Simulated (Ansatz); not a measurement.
**Geometry relaxation, with input and output: W**

System: W (P6₃/mmc, 2 atoms in the cell).
Method: DFT, PBE, all-electron LAPW, scalar-relativistic, no spin polarisation (Ansatz 0.2.0).

It belongs to a series of runs on one base structure; here: hcp relaxed, LAPW.

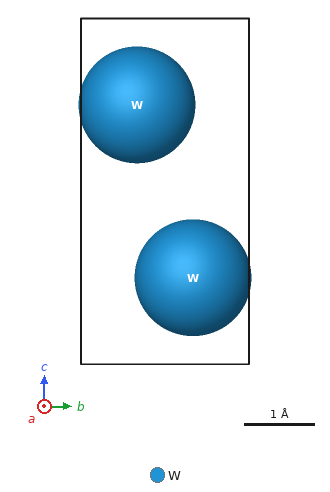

Figure 1. The structure as given in the input (spheres-only view of the cell of the calculation, along the a axis).

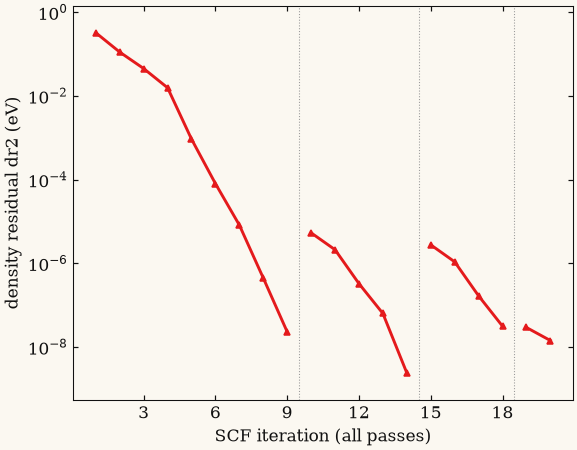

Figure 2. Convergence of the self-consistent field: density residual dr2 against the SCF iteration. The dotted lines part the SCF passes of the relaxation: geometry steps, rejected trials and re-solves on a re-selected basis. The passes take 9, 5, 4 and 2 iterations.

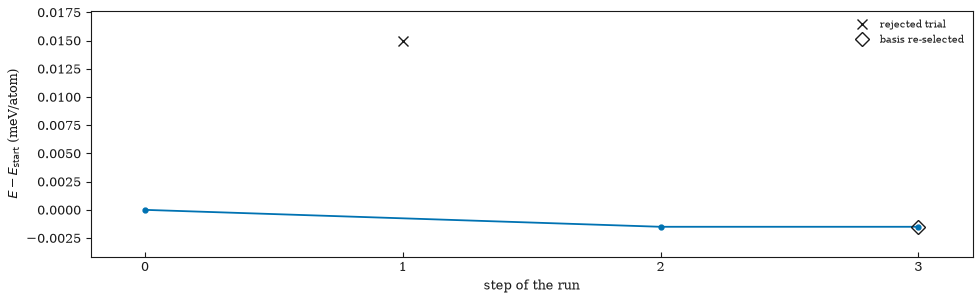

Figure 3. Progress of the relaxation, step by step (the first geometry is step 0 here and step 1 in the log). The energy falls by next to nothing (0.0 meV per atom) in 2 geometry steps. All forces vanish by symmetry, so only the cell relaxes. Pressure: 0.08 GPa at the start and 0.00 GPa at the end. The line search rejected the trial step at point 1 (counted from 0) and went back. No atom moves by more than 0.005 Å. The cell stays as it was. The space group stays P6_3/mmc (No. 194). A last SCF at the same geometry on a re-selected plane-wave basis shifts the energy by next to nothing (0.0 meV per atom). (Atoms are counted from 1 in the order of the input.)

The input that produced these results follows, with the program's output.

## Input
```yaml
crystal:
  lattice:
    - [2.7768047187, 0.0, 0.0]
    - [-1.3884023594, 2.4047834278, 0.0]
    - [0.0, 0.0, 4.946937886]
  atoms:
    - { symbol: W, position: [0.3333333333, 0.6666666667, 0.25] }
    - { symbol: W, position: [0.6666666667, 0.3333333333, 0.75] }
kpoints:
  mp_grid: { grid: [17, 17, 9] }
scf:
  occupations: { method: fermi_dirac, width: 0.05 }
hamiltonian:
  xc: pbe
  pseudopotentials: { kind: all_electron, lapw: { basis_error: 0.0005 } }
output:
  forces: true
  stress: true
  eigenvalues: true
  populations: true
relax:
  f_tol: 0.005
  max_steps: 25
  cell: {}
```

Launch command:
```bash
ansatz run input.yaml --threads 1 --pin off --max-ram 3072MiB --backend cpu --events-out ev --progress --plain --runs-dir out
```

## What the program printed
```
The last accepted step is kept in [file] (removed where the run ends without a failure and the disk answers)
W: projections on atomic orbitals take those of the free atom 1s2 2s2 2p6 3s2 3p6 3d10 4s2 4p6 4d10 4f14 5s2 5p6 5d4 6s2, of charge +0.00 (hamiltonian.pseudopotentials.projection_atoms)
LAPW: plane waves up to 9.215 Å⁻¹, error target 5.0e-4 eV per atom; small_component_spin mean_spin; W in spheres of 1.347 Å, 44 of its electrons in bands, Dirac shells [] (how accurate: hamiltonian.pseudopotentials.lapw.basis_error, Limitations)
Engine: ansatz 0.2.0, aarch64-unknown-linux-gnu
Pseudopotentials: kind: all_electron
Pseudopotential: W, LAPW, valence charge 44, lapw/all_electron/scalar/gaussian/W, Koelling and Harmon's equation, gaussian nucleus
Functional definition: PBE
  parameter kappa = 0.804
  parameter beta = 0.06672455060314922
  exchange = pbe_x(kappa = kappa, mu = beta*pi^2/3)
  correlation = pbe_c(beta = beta)
Crystal: 2 atoms, lattice volume = 33.034 Å³
Basis set: ecut = 323.55451015049067 eV, 405 PW (Γ), exchange–correlation at level 2
Bands: 53, of which v1, the nominal top of the filled ones, is band 44 counted from 1 (43 counted from 0)
Symmetry: 24 space group operations
Space group: P63/mmc (ITA 194), of the structure as read, at distance tolerance 3.2e-5 Å
k-points: 165 of 2601
Non-local potential: W, projectors of the file, none
Initial density: superposition of atomic densities (chi_scale 0.1, normalization cell)
Initial wavefunctions: plane waves of lowest kinetic energy (no species holds an atomic orbital)
Functional: x = pbe(κ = 0.804, μ = 0.2195149727645171), c = pbe(β = 0.06672455060314922)
iter 1 solved again at ethr=3.66e-4 eV; its pass at ethr=1.00e-1 eV (dr2=3.22e-1 eV) is discarded
SCF iter   1: F=—  HF=-878403.836030 eV  |F-HF|=—  |Δ(HF+E_count)|=         —  Δρ=3.91e-2  dr2=3.22e-1  ethr=3.66e-4  ⟨swp⟩=2.8  Hψ=52506  notcnv=0
preconditioner: auto → Kerker (q_TF=auto, 3.212 Å⁻¹)  [metal: Δε(μ)=0.010 eV  Ē_g=30.282 eV  σ=0.050 eV  W_gap=0.05  n_scr=22 (ndim 8)  ℏωp=46.6 eV  f_vac=0.000  D(μ)=1.95/eV (n_scr^D=22)]
SCF iter   2: F=—  HF=-878403.489554 eV  |F-HF|=—  |Δ(HF+E_count)|=   3.46e-1  Δρ=2.10e-2  dr2=1.11e-1  ethr=3.66e-4  ⟨swp⟩=2.0  Hψ=27227  notcnv=0
SCF iter   3: F=—  HF=-878403.459038 eV  |F-HF|=—  |Δ(HF+E_count)|=   3.05e-2  Δρ=1.27e-2  dr2=4.49e-2  ethr=1.26e-4  ⟨swp⟩=2.0  Hψ=25840  notcnv=0
SCF iter   4: F=—  HF=-878403.445520 eV  |F-HF|=—  |Δ(HF+E_count)|=         —  Δρ=7.04e-3  dr2=1.56e-2  ethr=5.10e-5  ⟨swp⟩=2.0  Hψ=25386  notcnv=0
the basis was enlarged: its passes take 691.3 KiB over the memory plan, 1 of 1 planned eigensolver slots
iter 5 solved again at ethr=1.05e-6 eV; its pass at ethr=1.77e-5 eV (dr2=9.26e-4 eV) is discarded
SCF iter   5: F=—  HF=-878403.446184 eV  |F-HF|=—  |Δ(HF+E_count)|=   6.65e-4  Δρ=1.66e-3  dr2=9.25e-4  ethr=1.05e-6  ⟨swp⟩=2.0  Hψ=43631  notcnv=0
SCF iter   6: F=—  HF=-878403.446293 eV  |F-HF|=—  |Δ(HF+E_count)|=   1.09e-4  Δρ=5.04e-4  dr2=7.98e-5  ethr=1.05e-6  ⟨swp⟩=2.0  Hψ=25840  notcnv=0
SCF iter   7: F=—  HF=-878403.446287 eV  |F-HF|=—  |Δ(HF+E_count)|=   5.84e-6  Δρ=1.46e-4  dr2=8.16e-6  ethr=9.07e-8  ⟨swp⟩=2.0  Hψ=25840  notcnv=0
SCF iter   8: F=—  HF=-878403.446286 eV  |F-HF|=—  |Δ(HF+E_count)|=   1.48e-6  Δρ=3.69e-5  dr2=4.43e-7  ethr=9.28e-9  ⟨swp⟩=2.0  Hψ=25840  notcnv=0
SCF iter   9: F=-878403.446286 eV  HF=-878403.446286 eV  |F-HF|=1.63e-9  |Δ(HF+E_count)|=   9.20e-8  Δρ=9.70e-6  dr2=2.29e-8  ethr=5.04e-10  ⟨swp⟩=2.0  Hψ=25848  notcnv=0
SCF 1 converged in 9 iterations: F = -878403.446286 eV  dr2 = 2.29e-8
relax step   1: F+E_penalty+E_count = -878403.44628573 eV  Δ(F+E_penalty+E_count) = +0.000e0 eV  max|allowed force component| = 1.850e-16 eV/Å  Δτ_max = 0.0000 Å  P = +0.085 GPa  Ω = 33.034 Å³  (9 SCF iters, accepted)
Crystal: 2 atoms, lattice volume = 33.080 Å³
Basis set: ecut = 323.2523992338555 eV, 405 PW (Γ), exchange–correlation at level 2
Initial density: handed on by an earlier stage of this run
Initial wavefunctions: those handed on with the density
iter 1 solved again at ethr=3.03e-9 eV; its pass at ethr=1.00e-1 eV (dr2=2.66e-6 eV) is discarded
SCF iter   1: F=—  HF=-878403.446259 eV  |F-HF|=—  |Δ(HF+E_count)|=         —  Δρ=1.21e-4  dr2=5.32e-6  ethr=3.03e-9  ⟨swp⟩=5.0  Hψ=46910  notcnv=0
preconditioner: auto → Kerker (q_TF=auto, 3.212 Å⁻¹)  [metal: Δε(μ)=0.014 eV  Ē_g=30.975 eV  σ=0.050 eV  W_gap=0.07  n_scr=22 (ndim 8)  ℏωp=46.6 eV  f_vac=0.000  D(μ)=2.32/eV (n_scr^D=22)]
SCF iter   2: F=—  HF=-878403.446256 eV  |F-HF|=—  |Δ(HF+E_count)|=   2.31e-6  Δρ=7.27e-5  dr2=2.10e-6  ethr=3.03e-9  ⟨swp⟩=2.0  Hψ=25840  notcnv=0
SCF iter   3: F=—  HF=-878403.446256 eV  |F-HF|=—  |Δ(HF+E_count)|=   7.05e-7  Δρ=2.79e-5  dr2=3.25e-7  ethr=2.38e-9  ⟨swp⟩=2.0  Hψ=25840  notcnv=0
SCF iter   4: F=—  HF=-878403.446256 eV  |F-HF|=—  |Δ(HF+E_count)|=   6.38e-8  Δρ=1.21e-5  dr2=6.29e-8  ethr=3.70e-10  ⟨swp⟩=2.0  Hψ=25840  notcnv=0
iter 5 solved again at ethr=2.72e-12 eV; its pass at ethr=7.15e-11 eV (dr2=2.39e-9 eV) is discarded
SCF iter   5: F=-878403.446256 eV  HF=-878403.446256 eV  |F-HF|=1.63e-9  |Δ(HF+E_count)|=   6.00e-8  Δρ=2.89e-6  dr2=2.39e-9  ethr=9.53e-12 (applied; sched 2.72e-12)  ⟨swp⟩=2.0  Hψ=43760  notcnv=0
SCF 2 converged in 5 iterations: F = -878403.446256 eV  dr2 = 2.39e-9
relax step   2: F+E_penalty+E_count = -878403.44625563 eV  Δ(F+E_penalty+E_count) = +3.010e-5 eV  max|allowed force component| = 1.365e-16 eV/Å  Δτ_max = 0.0000 Å  P = -0.286 GPa  Ω = 33.080 Å³  (5 SCF iters, rejected (line search))
Crystal: 2 atoms, lattice volume = 33.045 Å³
Basis set: ecut = 323.4841015079042 eV, 405 PW (Γ), exchange–correlation at level 2
iter 1 solved again at ethr=1.56e-9 eV; its pass at ethr=1.00e-1 eV (dr2=1.37e-6 eV) is discarded
SCF iter   1: F=—  HF=-878403.446291 eV  |F-HF|=—  |Δ(HF+E_count)|=         —  Δρ=8.71e-5  dr2=2.75e-6  ethr=1.56e-9  ⟨swp⟩=5.0  Hψ=46924  notcnv=0
preconditioner: auto → Kerker (q_TF=auto, 3.212 Å⁻¹)  [metal: Δε(μ)=0.003 eV  Ē_g=30.982 eV  σ=0.050 eV  W_gap=0.02  n_scr=22 (ndim 8)  ℏωp=46.6 eV  f_vac=0.000  D(μ)=2.32/eV (n_scr^D=22)]
SCF iter   2: F=—  HF=-878403.446289 eV  |F-HF|=—  |Δ(HF+E_count)|=   1.25e-6  Δρ=5.22e-5  dr2=1.08e-6  ethr=1.56e-9  ⟨swp⟩=2.0  Hψ=25840  notcnv=0
SCF iter   3: F=—  HF=-878403.446289 eV  |F-HF|=—  |Δ(HF+E_count)|=   3.92e-7  Δρ=1.99e-5  dr2=1.66e-7  ethr=1.23e-9  ⟨swp⟩=2.0  Hψ=25840  notcnv=0
SCF iter   4: F=-878403.446289 eV  HF=-878403.446289 eV  |F-HF|=8.50e-8  |Δ(HF+E_count)|=   2.14e-8  Δρ=8.50e-6  dr2=3.13e-8  ethr=1.89e-10  ⟨swp⟩=2.0  Hψ=25840  notcnv=0
SCF 3 converged in 4 iterations: F = -878403.446289 eV  dr2 = 3.13e-8
relax step   3: F+E_penalty+E_count = -878403.44628879 eV  Δ(F+E_penalty+E_count) = -3.066e-6 eV  max|allowed force component| = 4.857e-17 eV/Å  Δτ_max = 0.0000 Å  P = -0.001 GPa  Ω = 33.045 Å³  (4 SCF iters, accepted)
iter 1 solved again at ethr=4.95e-11 eV; its pass at ethr=1.00e-1 eV (dr2=4.36e-8 eV) is discarded
SCF iter   1: F=—  HF=-878403.446289 eV  |F-HF|=—  |Δ(HF+E_count)|=         —  Δρ=8.13e-6  dr2=2.91e-8  ethr=4.95e-11  ⟨swp⟩=6.3  Hψ=55523  notcnv=0
SCF iter   2: F=-878403.446289 eV  HF=-878403.446289 eV  |F-HF|=1.70e-8  |Δ(HF+E_count)|=   1.05e-9  Δρ=5.77e-6  dr2=1.42e-8  ethr=3.31e-11  ⟨swp⟩=2.0  Hψ=25840  notcnv=0
SCF 4 converged in 2 iterations: F = -878403.446289 eV  dr2 = 1.42e-8
relax step   4: F+E_penalty+E_count = -878403.44628875 eV  Δ(F+E_penalty+E_count) = +4.389e-8 eV  max|allowed force component| = 7.864e-17 eV/Å  Δτ_max = 0.0000 Å  P = -0.001 GPa  Ω = 33.045 Å³  stress off target by 1.34e-3 GPa  SCF on the basis re-selected at this cell (its energy is not comparable with the rows above)  (2 SCF iters)
basis re-selected at this cell: Δ(F+E_penalty+E_count) = +4.389e-8 eV, ΔP = +0.000 GPa vs the last step (what re-selecting the basis moved, after the strain that the cell walked since its last selection, with what the two solves' SCF thresholds leave and, on support functions, any second-order correction that the steps lacked; it is no measure of the basis error at this ecutwfc). This SCF's stress stands 1.34e-3 GPa from its target on what of the cell is left free (relax.cell.stress_tol is 5.00e-2 GPa) and its largest allowed force component is 7.86e-17 eV/Å (relax.f_tol is 5.00e-3 eV/Å): within both
SCF converged after 2 iterations
Free energy (F): -878403.446289 eV
Harris-Foulkes:  -878403.446289 eV  (|F-HF|=1.70e-8)
Internal energy: -878403.427851 eV  (E = F + TS)
E sigma→0 (E₀):  -878403.437070 eV
Entropy (-TS):   -0.018438 eV (-9.219 meV/atom)
Fermi energy:    27.498355 eV
--- Per-component energies (eV) ---
  E_band       = -8810.089470
  E_kinetic    = 983766.540572
  E_xc         = -17665.849306
  E_electrostatic = -1844504.119117  (all electrons and nuclei)
  E_smearing   = -0.018438  (= −TS)
  E_closure    = 0.000000  (closes the sum)
  E_atoms      = -878381.577246  (free atoms, spherical and without spin; not in F)
  Σ components = -878403.446289   (vs F -878403.446289, Δ=0.00e0)
  Basis errors (estimates in eV, not in F): energy 1.4e-4 per atom: plane waves 1.2e-4 (6.2e-5 summed), levels above the bands 9.2e-112, relativity 3.6e-8, radial functions 1.6e-5, core shells 4.3e-8; eigenvalues (radial functions only) 4.1e-7; not estimated: angular momenta, meshes, grids; target (lapw.basis_error) 5.0e-4; muffin-tin radii W 1.347 Å
--- Forces (eV/Å), atoms counted from 1 ---
  atom   1  W     -0.00000000     0.00000000    -0.00000000
  atom   2  W      0.00000000    -0.00000000     0.00000000
  max |Σ_I F_I| component: 2.31e-18 eV/Å
--- Stress (GPa, compression-positive) ---
       -0.001343       0.000000       0.000000
        0.000000      -0.001343      -0.000000
        0.000000      -0.000000      -0.000351
  P = ⅓ Tr σ = -0.0010 GPa (-0.010 kbar)
--- Band table (eV; the first three rows and the last of 165) ---
  k-point 0: bands = ["-390.1701", "-390.1701", "-390.1543", "-390.1543", "-390.1543", "-390.1543", "-205.2339", "-205.2339", "-205.2339", "-205.2339", "-205.2067", "-205.2067", "-205.2043", "-205.2043", "-205.2043", "-205.2043", "-46.2116", "-46.1422", "-10.9641", "-10.0677", "-9.8792", "-9.8792", "-9.7873", "-9.7873", "-0.4062", "-0.4062", "-0.4023", "-0.4023", "-0.4017", "-0.3898", "-0.3884", "-0.3866", "-0.3866", "-0.3832", "-0.3715", "-0.3715", "-0.3289", "-0.3281", "18.4531", "21.6251", "25.8084", "27.0613", "27.0613", "27.1882", "27.6303", "27.6303", "29.4905", "29.4905", "31.7500", "31.7500", "36.2175", "40.7396", "41.0233"]
  k-point 1: bands = ["-390.1701", "-390.1701", "-390.1543", "-390.1543", "-390.1543", "-390.1543", "-205.2339", "-205.2339", "-205.2339", "-205.2339", "-205.2067", "-205.2067", "-205.2043", "-205.2043", "-205.2043", "-205.2043", "-46.2096", "-46.1443", "-10.9385", "-10.0963", "-9.8765", "-9.8765", "-9.7901", "-9.7901", "-0.4065", "-0.4065", "-0.4028", "-0.4028", "-0.4014", "-0.3895", "-0.3891", "-0.3857", "-0.3857", "-0.3831", "-0.3716", "-0.3716", "-0.3289", "-0.3281", "18.5704", "21.5927", "25.7574", "26.9293", "27.0441", "27.0441", "27.5843", "27.5843", "29.6012", "29.6012", "31.7324", "31.7324", "36.6545", "40.2698", "41.7199"]
  k-point 2: bands = ["-390.1701", "-390.1701", "-390.1543", "-390.1543", "-390.1543", "-390.1543", "-205.2339", "-205.2339", "-205.2339", "-205.2339", "-205.2067", "-205.2067", "-205.2043", "-205.2043", "-205.2043", "-205.2043", "-46.2036", "-46.1504", "-10.8644", "-10.1781", "-9.8686", "-9.8686", "-9.7982", "-9.7982", "-0.4073", "-0.4073", "-0.4039", "-0.4039", "-0.4007", "-0.3908", "-0.3885", "-0.3833", "-0.3833", "-0.3831", "-0.3720", "-0.3720", "-0.3288", "-0.3282", "18.9098", "21.4675", "25.6238", "26.3403", "27.0138", "27.0138", "27.4638", "27.4638", "29.9009", "29.9009", "31.6569", "31.6569", "37.7844", "39.9491", "42.2018"]
  k-point 164: bands = ["-390.1701", "-390.1701", "-390.1543", "-390.1543", "-390.1543", "-390.1543", "-205.2339", "-205.2339", "-205.2339", "-205.2339", "-205.2067", "-205.2067", "-205.2043", "-205.2043", "-205.2043", "-205.2043", "-46.0656", "-46.0647", "-10.7767", "-10.7675", "-10.6031", "-10.5696", "-10.2094", "-10.2007", "-0.3995", "-0.3985", "-0.3973", "-0.3967", "-0.3963", "-0.3962", "-0.3933", "-0.3928", "-0.3802", "-0.3799", "-0.3747", "-0.3746", "-0.3464", "-0.3464", "23.8532", "23.9888", "24.7234", "24.8761", "26.0654", "26.1329", "28.0249", "28.3675", "31.7186", "31.8783", "36.3701", "36.6135", "37.4544", "37.9343", "39.8720"]
--- Relaxed structure (3 steps of the walk, 2 accepted, 1 SCFs on fresh bases) ---
  F+E_penalty+E_count = -878403.44628875 eV   max|allowed force component| = 7.864e-17 eV/Å   (the final SCF, on the basis selected at the relaxed cell)
  cell:  # Å, volume = 33.0445 Å³
    - [2.7769820128077316, 2.8869410415896045e-11, 1.349403446765171e-20]
    - [-1.3884910064288674, 2.404936968929504, -6.747017233946862e-21]
    - [2.4039915336024217e-20, 9.897748922604978e-34, 4.947921226602257]
  atoms:
    - { symbol: W, position: [0.3333333333333334, 0.6666666666666667, 0.2500000000000001] }
    - { symbol: W, position: [0.6666666666666667, 0.3333333333333335, 0.7500000000000002] }
--- Löwdin populations: 2 sites ---
  site symbol       q [e]
     0      W     73.8779
     1      W     73.8779
  spilling = 0.001649 (of n_electrons = 148.000000)
```

## File populations.tsv
```
# site	symbol	l	j	q
# orbitals = lowdin
# n_electrons = 148.000000
# spilling = 0.001649
# projection_atom_W: 1s2 2s2 2p6 3s2 3p6 3d10 4s2 4p6 4d10 4f14 5s2 5p6 5d4 6s2
0	W	0_1S	-	2.000000
0	W	0_2S	-	1.999983
0	W	0_3S	-	1.999787
0	W	0_4S	-	1.997819
0	W	0_5S	-	1.965422
0	W	0_6S	-	0.916245
0	W	1_2P	-	6.000000
0	W	1_3P	-	5.999999
0	W	1_4P	-	5.999931
0	W	1_5P	-	5.989946
0	W	2_3D	-	10.000000
0	W	2_4D	-	9.999956
0	W	2_5D	-	5.009353
0	W	3_4F	-	13.999506
1	W	0_1S	-	2.000000
1	W	0_2S	-	1.999983
1	W	0_3S	-	1.999787
1	W	0_4S	-	1.997819
1	W	0_5S	-	1.965422
1	W	0_6S	-	0.916245
1	W	1_2P	-	6.000000
1	W	1_3P	-	5.999999
1	W	1_4P	-	5.999931
1	W	1_5P	-	5.989946
1	W	2_3D	-	10.000000
1	W	2_4D	-	9.999956
1	W	2_5D	-	5.009353
1	W	3_4F	-	13.999506
```

## Trajectory as extended XYZ (Å, eV, eV/Å), 4 frames, from step=1 to step=4
```
2
Lattice="2.7768 0.0000 0.0000 -1.3884 2.4048 0.0000 0.0000 0.0000 4.9469" Properties=species:S:1:pos:R:3:forces:R:3 step=1 energy=-878403.44629 pressure_GPa=0.08
W     0.0000    1.6032    1.2367    0.0000   0.0000   0.0000
W     1.3884    0.8016    3.7102    0.0000   0.0000   0.0000
2
Lattice="2.7776 0.0000 0.0000 -1.3888 2.4055 0.0000 0.0000 0.0000 4.9509" Properties=species:S:1:pos:R:3:forces:R:3 step=2 energy=-878403.44626 pressure_GPa=-0.29 accepted=F
W     0.0000    1.6037    1.2377    0.0000   0.0000   0.0000
W     1.3888    0.8018    3.7132    0.0000   0.0000   0.0000
2
Lattice="2.7770 0.0000 0.0000 -1.3885 2.4049 0.0000 0.0000 0.0000 4.9479" Properties=species:S:1:pos:R:3:forces:R:3 step=3 energy=-878403.44629 pressure_GPa=-0.00
W     0.0000    1.6033    1.2370    0.0000   0.0000   0.0000
W     1.3885    0.8016    3.7109    0.0000   0.0000   0.0000
2
Lattice="2.7770 0.0000 0.0000 -1.3885 2.4049 0.0000 0.0000 0.0000 4.9479" Properties=species:S:1:pos:R:3:forces:R:3 step=4 energy=-878403.44629 pressure_GPa=-0.00
W     0.0000    1.6033    1.2370    0.0000   0.0000   0.0000
W     1.3885    0.8016    3.7109    0.0000   0.0000   0.0000
```

## Summary

- outcome: converged
- space group (tolerance 0.01 Å): P6₃/mmc (194)
- electrons in bands (core shells apart): 88
- free energy: −878403.4463 eV
- Fermi energy: 27.498 eV
- pressure: 0.00 GPa
- final volume: 33.04 Å³
- largest force (length of the vector) at the end: under 0.001 eV/Å
- final cell: a = 2.777 Å, b = 2.777 Å, c = 4.948 Å, α = 90.00°, β = 90.00°, γ = 120.00°
- hardware: 1 thread of Arm Neoverse V1, 24 GiB of memory available, shared host
- wall time: 4.6 min
- peak memory: 0.85 GiB

Spin–orbit coupling is left out, which matters for W.
